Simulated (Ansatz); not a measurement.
# Geometry relaxation, with input and output: Ge3Si2 (part 1 of 2)

- system: Ge3Si2 (Fd-3m, 10 atoms in the cell)
- method: DFT PBE, scalar-relativistic, plane waves, PAW, no spin polarisation (Ansatz 0.2.0)

The structure was made by a generator, so it may or may not be a known phase. Figures and captions count atoms from 1; the log counts them from 0 in places.

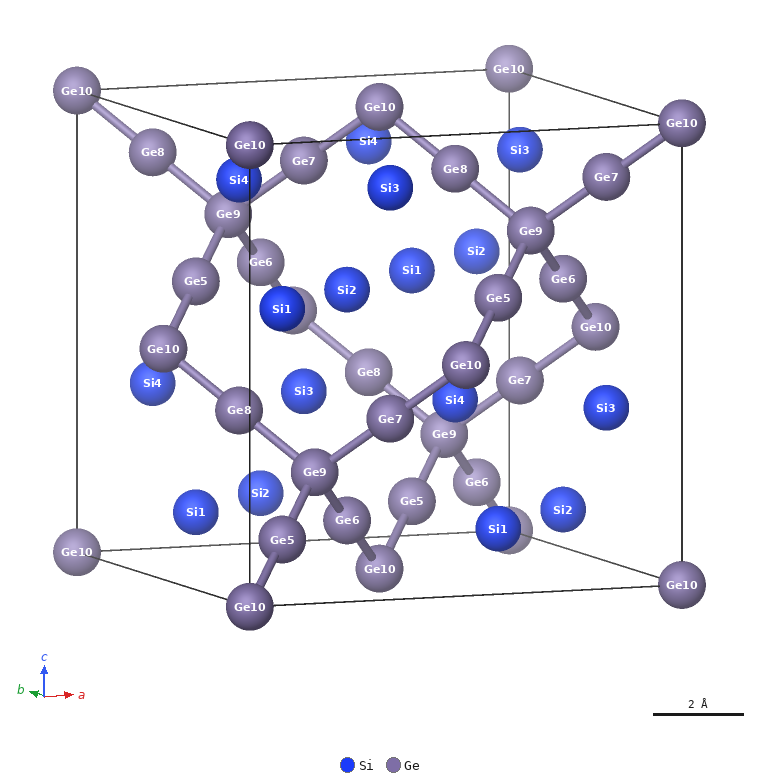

Fig. 1: The starting structure (ball-and-stick view of the cell 4 times as large as that of the calculation, set on its symmetry axes, seen slightly off an axis; atoms are numbered from 1 in the order of the input).

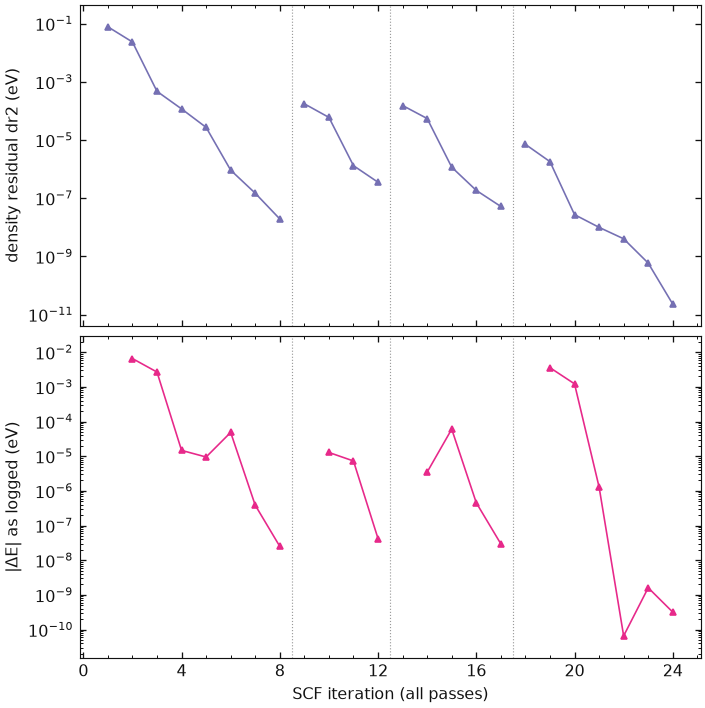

Fig. 2: Convergence of the self-consistent field: density residual dr2 and size of the energy change against the SCF iteration. The dotted lines part the SCF passes of the relaxation: geometry steps, rejected trials and re-solves on a re-selected basis. The passes take 8, 4, 5 and 7 iterations.

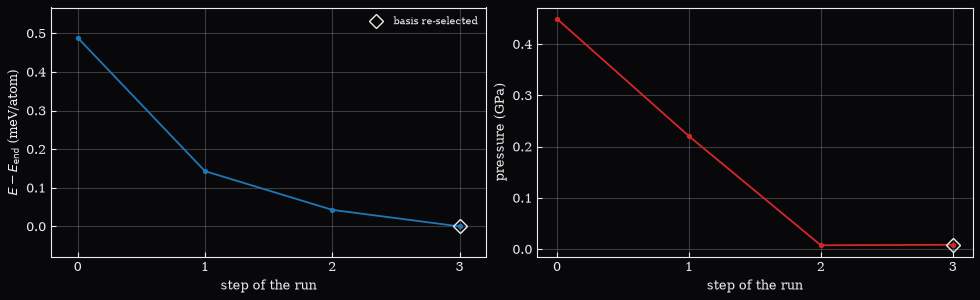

Fig. 3: Progress of the relaxation, step by step (the first geometry is step 0 here and step 1 in the log). No atom moves by more than 0.005 Å relative to the cell. The volume changes by +1.3 %, with a = b = c 10.356 → 10.400 Å (+0.4 %). Among the contacts that change: Ge5–Ge10 2.242 → 2.252 Å. The space group stays Fd-3m (No. 227). The energy falls by 0.4 meV per atom in 2 geometry steps. All forces vanish by symmetry, so only the cell relaxes. Pressure: 0.45 GPa at the start and 0.01 GPa at the end. A last SCF at the same geometry on a re-selected plane-wave basis shifts the energy by next to nothing (0.0 meV per atom). (Atoms are counted from 1 in the order of the input.)

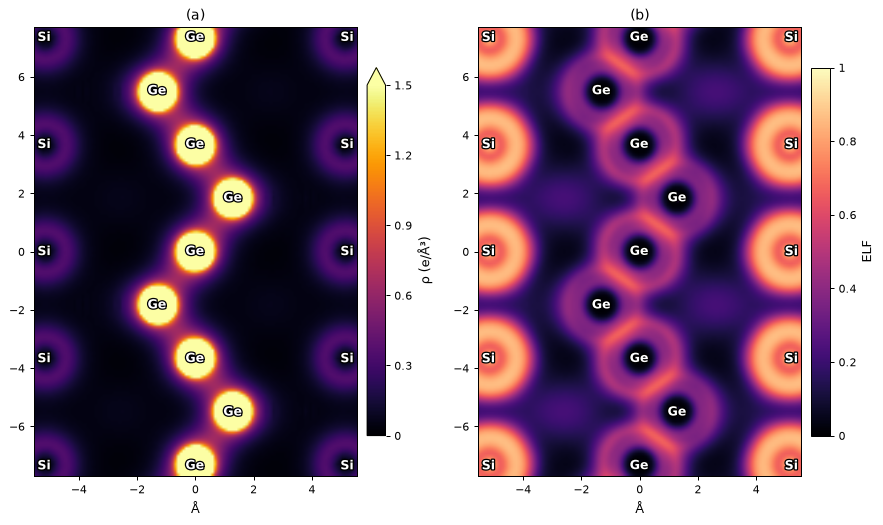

Fig. 4: (a) valence electron density; (b) ELF on the (101) plane of the conventional cell. Atoms in the plane: Si and Ge. Ge–Ge (2.25 Å): ρ is about 0.65 e/Å³ halfway; the ELF peaks at about 0.65 between the atoms. Away from the nuclei the density in this plane falls to 0.03 e/Å³ at its lowest. In a PAW calculation such maps are meaningful between the atoms, not at the nuclei.

These pictures come from the run below.

## Input
```yaml
crystal:
  lattice:
    - [0.0, 5.1782354543, 5.1782354543]
    - [5.1782354543, 0.0, 5.1782354543]
    - [5.1782354543, 5.1782354543, 0.0]
  atoms:
    - { symbol: Si, position: [0.625, 0.625, 0.625] }
    - { symbol: Si, position: [0.625, 0.625, 0.125] }
    - { symbol: Si, position: [0.625, 0.125, 0.625] }
    - { symbol: Si, position: [0.125, 0.625, 0.625] }
    - { symbol: Ge, position: [0.125, 0.125, 0.125] }
    - { symbol: Ge, position: [0.125, 0.125, 0.625] }
    - { symbol: Ge, position: [0.125, 0.625, 0.125] }
    - { symbol: Ge, position: [0.625, 0.125, 0.125] }
    - { symbol: Ge, position: [0.25, 0.25, 0.25] }
    - { symbol: Ge, position: [0.0, 0.0, 0.0] }
basis:
  ecutwfc: 420
kpoints:
  mp_grid: { grid: [6, 6, 6] }
hamiltonian:
  xc: pbe
scf:
  occupations: { method: gaussian, width: 0.1 }
output:
  forces: true
  stress: true
  eigenvalues: true
  write_density: true
  write_potential: true
  elf: true
  volumetric_format: npy
relax:
  adjacent_minimum: "off"
  f_tol: 0.01
  max_steps: 80
  cell: { stress_tol: 0.05 }
```

Launch command:
```bash
ansatz run input.yaml --threads 1 --pin off --max-ram 2560MiB --backend cpu --events-out ev --progress --plain --runs-dir out
```

## The program's output
```
Engine: ansatz 0.2.0, aarch64-unknown-linux-gnu
Pseudopotentials: kind: paw
Pseudopotential: Si, paw, valence charge 4, recommended cutoff 420 eV (normal), Si.paw.azcp
Pseudopotential: Ge, paw, valence charge 14, recommended cutoff 420 eV (normal), Ge.paw.azcp
Functional definition: PBE
  parameter kappa = 0.804
  parameter beta = 0.06672455060314922
  exchange = pbe_x(kappa = kappa, mu = beta*pi^2/3)
  correlation = pbe_c(beta = beta)
Crystal: 10 atoms, lattice volume = 277.700 Å³
Basis set: ecut = 420 eV, 5521 PW (Γ), exchange–correlation on 100×100×100 points (8 copies of the dense FFT grid, shifted against one another)
Bands: 60, of which v1, the nominal top of the filled ones, is band 50 counted from 1 (49 counted from 0)
Symmetry: 48 space group operations
Space group: Fd-3m (ITA 227), of the structure as read, at distance tolerance 6.5e-5 Å
k-points: 16 of 216
Non-local potential: Si, projectors of the file, l = 0: 2, l = 1: 2, l = 2: 2
Non-local potential: Ge, projectors of the file, l = 0: 2, l = 1: 2, l = 2: 3, l = 3: 1
PAW form: soft (Blöchl's): semilocal exchange-correlation on the pseudo side does not see the compensation charge
PAW one-centre angular grid: Si, 110 points (default); XC on 64 Gauss nodes
PAW one-centre angular grid: Ge, 590 points (default); XC on 64 Gauss nodes
Initial density: superposition of atomic densities (neutral atoms: chi_scale 0, normalization atom), corrected by the library's trained network
Initial wavefunctions: pseudopotential atomic-orbital guess
Functional: x = pbe(κ = 0.804, μ = 0.2195149727645171), c = pbe(β = 0.06672455060314922)
SCF iter   1: F=—  HF=-28297.886582 eV  |F-HF|=—  |Δ(HF+E_count)|=         —  Δρ=2.62e-3  dr2=7.75e-2  ethr=1.77e-3  ⟨swp⟩=6.0  Hψ=3519  notcnv=0
preconditioner: auto → Kerker (q_TF=auto, 2.301 Å⁻¹)  [metal: Δε(μ)=0.046 eV  Ē_g=6.267 eV  σ=0.100 eV  W_gap=0.25  n_scr=58 (ndim 8)  ℏωp=14.1 eV  f_vac=0.000  D(μ)=9.10/eV (n_scr^D=64)]
SCF iter   2: F=—  HF=-28297.880032 eV  |F-HF|=—  |Δ(HF+E_count)|=   6.55e-3  Δρ=1.52e-3  dr2=2.33e-2  ethr=7.75e-5  ⟨swp⟩=1.5  Hψ=1112  notcnv=0
SCF iter   3: F=—  HF=-28297.877367 eV  |F-HF|=—  |Δ(HF+E_count)|=   2.67e-3  Δρ=4.12e-4  dr2=4.69e-4  ethr=2.33e-5  ⟨swp⟩=2.0  Hψ=1028  notcnv=0
SCF iter   4: F=—  HF=-28297.877352 eV  |F-HF|=—  |Δ(HF+E_count)|=   1.47e-5  Δρ=1.94e-4  dr2=1.17e-4  ethr=4.69e-7  ⟨swp⟩=2.0  Hψ=1711  notcnv=0
SCF iter   5: F=—  HF=-28297.877342 eV  |F-HF|=—  |Δ(HF+E_count)|=   9.46e-6  Δρ=7.49e-5  dr2=2.71e-5  ethr=1.17e-7  ⟨swp⟩=2.0  Hψ=1685  notcnv=0
SCF iter   6: F=—  HF=-28297.877294 eV  |F-HF|=—  |Δ(HF+E_count)|=   4.85e-5  Δρ=1.69e-5  dr2=9.18e-7  ethr=2.71e-8  ⟨swp⟩=3.0  Hψ=1810  notcnv=0
SCF iter   7: F=—  HF=-28297.877294 eV  |F-HF|=—  |Δ(HF+E_count)|=   3.85e-7  Δρ=6.64e-6  dr2=1.48e-7  ethr=1.00e-10  ⟨swp⟩=14.1  Hψ=7392  notcnv=0
SCF iter   8: F=-28297.877294 eV  HF=-28297.877294 eV  |F-HF|=3.72e-9  |Δ(HF+E_count)|=   2.50e-8  Δρ=2.32e-6  dr2=1.93e-8  ethr=1.00e-10  ⟨swp⟩=8.1  Hψ=6154  notcnv=0
SCF 1 converged in 8 iterations: F = -28297.877294 eV  dr2 = 1.93e-8
  greatest PAW one-centre occupation: 0.998 electrons in one spin orbital (limit 2), on the Ge atom at site 9 (counted from 0), in its partial waves of l = 2
relax step   1: F+E_penalty+E_count = -28297.87729422 eV  Δ(F+E_penalty+E_count) = +0.000e0 eV  max|allowed force component| = 8.095e-18 eV/Å  Δτ_max = 0.0000 Å  P = +0.449 GPa  Ω = 277.700 Å³  (8 SCF iters, dr2 threshold 1.00e-7 eV, accepted)
Crystal: 10 atoms, lattice volume = 279.462 Å³
Basis set: ecut = 420 eV, 5577 PW (Γ), exchange–correlation on 100×100×100 points (8 copies of the dense FFT grid, shifted against one another)
Initial density: handed on by an earlier stage of this run
Initial wavefunctions: those handed on with the density
iter 1 solved again at ethr=2.02e-7 eV; its pass at ethr=3.10e-3 eV (dr2=2.02e-4 eV) is discarded
SCF iter   1: F=—  HF=-28297.880770 eV  |F-HF|=—  |Δ(HF+E_count)|=         —  Δρ=2.05e-4  dr2=1.75e-4  ethr=2.02e-7  ⟨swp⟩=2.4  Hψ=4266  notcnv=0
preconditioner: auto → Kerker (q_TF=auto, 2.299 Å⁻¹)  [metal: Δε(μ)=0.048 eV  Ē_g=6.223 eV  σ=0.100 eV  W_gap=0.27  n_scr=58 (ndim 8)  ℏωp=14.0 eV  f_vac=0.000  D(μ)=8.67/eV (n_scr^D=58)]
SCF iter   2: F=—  HF=-28297.880757 eV  |F-HF|=—  |Δ(HF+E_count)|=   1.28e-5  Δρ=1.27e-4  dr2=5.97e-5  ethr=1.75e-7  ⟨swp⟩=1.0  Hψ=960  notcnv=0
SCF iter   3: F=—  HF=-28297.880750 eV  |F-HF|=—  |Δ(HF+E_count)|=   7.27e-6  Δρ=2.08e-5  dr2=1.31e-6  ethr=5.97e-8  ⟨swp⟩=2.0  Hψ=1255  notcnv=0
SCF iter   4: F=-28297.880749 eV  HF=-28297.880750 eV  |F-HF|=1.69e-7  |Δ(HF+E_count)|=   4.19e-8  Δρ=9.03e-6  dr2=3.52e-7  ethr=5.05e-10  ⟨swp⟩=11.1  Hψ=7323  notcnv=0
SCF 2 converged in 4 iterations: F = -28297.880749 eV  dr2 = 3.52e-7
  Residual-converged pass: ⟨swp⟩=1.0  Hψ=1024  notcnv=0  max |occ|·‖R‖ = 7.0e-9 eV (tolerance 1.0e-8 eV)  dr2=3.52e-7  dr2_onsite=2.20e-7  max |Δocc| = 1.8e-10
relax step   2: F+E_penalty+E_count = -28297.88074942 eV  Δ(F+E_penalty+E_count) = -3.455e-3 eV  max|allowed force component| = 1.422e-17 eV/Å  Δτ_max = 0.0000 Å  P = +0.221 GPa  Ω = 279.462 Å³  energy of the carried Pulay correction = -2.200e-4 eV  (4 SCF iters, dr2 threshold 5.05e-7 eV, accepted)
Crystal: 10 atoms, lattice volume = 281.183 Å³
iter 1 solved again at ethr=1.82e-7 eV; its pass at ethr=3.10e-3 eV (dr2=1.82e-4 eV) is discarded
SCF iter   1: F=—  HF=-28297.881815 eV  |F-HF|=—  |Δ(HF+E_count)|=         —  Δρ=1.99e-4  dr2=1.53e-4  ethr=1.82e-7  ⟨swp⟩=2.5  Hψ=4252  notcnv=0
preconditioner: auto → Kerker (q_TF=auto, 2.296 Å⁻¹)  [metal: Δε(μ)=0.051 eV  Ē_g=6.203 eV  σ=0.100 eV  W_gap=0.28  n_scr=58 (ndim 8)  ℏωp=14.0 eV  f_vac=0.000  D(μ)=8.71/eV (n_scr^D=58)]
SCF iter   2: F=—  HF=-28297.881812 eV  |F-HF|=—  |Δ(HF+E_count)|=   3.47e-6  Δρ=1.24e-4  dr2=5.46e-5  ethr=1.53e-7  ⟨swp⟩=1.0  Hψ=960  notcnv=0
SCF iter   3: F=—  HF=-28297.881752 eV  |F-HF|=—  |Δ(HF+E_count)|=   6.03e-5  Δρ=1.62e-5  dr2=1.16e-6  ethr=5.46e-8  ⟨swp⟩=2.0  Hψ=1259  notcnv=0
SCF iter   4: F=—  HF=-28297.881752 eV  |F-HF|=—  |Δ(HF+E_count)|=   4.53e-7  Δρ=7.56e-6  dr2=1.85e-7  ethr=1.22e-10  ⟨swp⟩=11.0  Hψ=6862  notcnv=0
SCF iter   5: F=-28297.881752 eV  HF=-28297.881752 eV  |F-HF|=1.04e-8  |Δ(HF+E_count)|=   2.95e-8  Δρ=3.38e-6  dr2=5.18e-8  ethr=1.22e-10  ⟨swp⟩=8.1  Hψ=6163  notcnv=0
SCF 3 converged in 5 iterations: F = -28297.881752 eV  dr2 = 5.18e-8
relax step   3: F+E_penalty+E_count = -28297.88175211 eV  Δ(F+E_penalty+E_count) = -1.003e-3 eV  max|allowed force component| = 2.041e-17 eV/Å  Δτ_max = 0.0000 Å  P = +0.008 GPa  Ω = 281.183 Å³  energy of the carried Pulay correction = -4.335e-4 eV  (5 SCF iters, dr2 threshold 1.22e-7 eV, accepted)
Initial wavefunctions: pseudopotential atomic-orbital guess (no wavefunctions were taken with the density)
iter 1 solved again at ethr=1.89e-7 eV; its pass at ethr=3.10e-3 eV (dr2=1.89e-4 eV) is discarded
```
